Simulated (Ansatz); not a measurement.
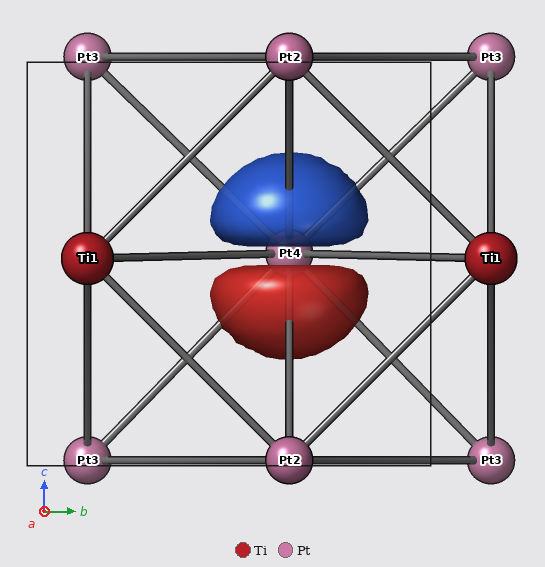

TiPt3: one atom of the 4-atom cell (and its periodic copies) was moved a little. Density after less density before, blue at +0.2 and red at −0.2 e/Å³, seen along the a axis; cell a = 3.90 Å, b = 3.90 Å, c = 3.90 Å, α = 90.00°, β = 90.00°, γ = 90.00°. The lobes lie largely inside the PAW sphere, where the density is a smoothed one.

Space group Pm-3m; the calculation finds a residual pressure of about 10 GPa at this fixed cell.

The calculation used DFT PBE, scalar-relativistic, plane waves, PAW (Ansatz 0.2.0).

> Which atom moved, and which way?

Pt4 moved towards the blue lobe, upwards in the picture. In the run the shift was 0.05 Å along [0 0 1] in the axes of the cell drawn.

> What restoring force does the calculation give for this move?

The force on it changes by 0.79 eV/Å along the move, against it: a stiffness of about 16 eV/Å² for this sublattice shift.
